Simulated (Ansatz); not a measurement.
Consider this structure.

```
Ti C
1.0
     3.08140    0.00000    0.00000
    -1.54070    2.66857    0.00000
     0.00000    0.00000   14.44131
Ti C
6 3
Direct
  0.33333 0.66667 0.41216
  0.00000 0.00000 0.25450
  0.00000 0.00000 0.74550
  0.66667 0.33333 0.58784
  0.66667 0.33333 0.07883
  0.33333 0.66667 0.92117
  0.66667 0.33333 0.33333
  0.33333 0.66667 0.66667
  0.00000 0.00000 0.00000
```

Question: Interpret the file: composition, symmetry and coordination.

Answer: The stoichiometry is Ti2C. The lattice is rhombohedral (trigonal R) and the space group R-3m (No. 166). The cell has 9 atoms, namely 6 Ti, 3 C.

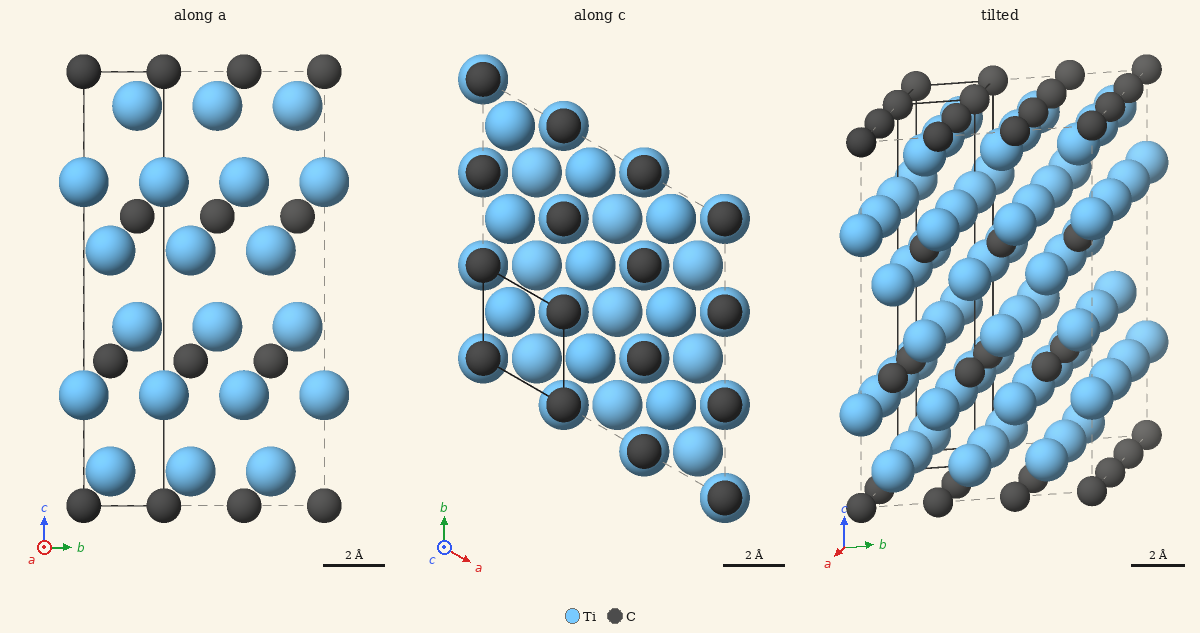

We look at a spheres-only model of the crystal along the a axis, along the c axis and slightly off an axis. The drawing covers 3×3×1 cells, and the solid lines enclose one conventional unit cell. Colours: titanium blue, carbon dark grey.

Provenance: a structure listed in the Materials Project. Earlier steps of the study may have refined or changed the cell and positions. An electronic-structure calculation with Ansatz was run on it.
